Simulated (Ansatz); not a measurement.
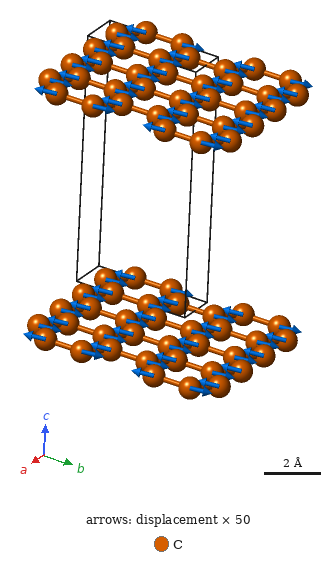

A relaxation of crystalline C (set up in P6/mmm). The starting structure is drawn; blue arrows show the displacements (the part carried along by the change of the cell is left out), 50 times their true length.

A ball-and-stick model of the cell of the calculation, repeated 4 × 2 × 1 with one cell outlined, seen slightly off an axis.

These are results of DFT LDA, scalar-relativistic, plane waves, PAW in Ansatz, not measurements. Settings: plane-wave cutoff 420 eV; k-point mesh 14 × 14 × 14; occupations gaussian; smearing width 0.15 eV; no spin polarisation.

What happened in the run?

Answer. The largest moves relative to the cell, 0.017 Å, are those of C atoms. Cell: a 2.445 → 2.669 Å (+9.2 %), b 4.234 → 3.972 Å (−6.2 %), c 8.869 → 8.933 Å (+0.7 %), α 103.8° → 101.0°, β 97.9° → 109.3°, γ 90.0° → 94.8°. Volume −1.9 %. Near-neighbour distances that change, for instance: C–C 1.411 → 1.518 Å, C–C 1.411 → 1.357 Å, C–C 1.411 → 1.431 Å. Among the angles between lasting bonds that change: C–C–C 120.0° → 129.6°, C–C–C 120.0° → 110.9°. The space group (tolerance 0.01 Å) goes from P6/mmm (No. 191) to P-1 (No. 2).

Limits of the set-up: layers or molecules are held without a dispersion correction, so their spacing is unreliable.
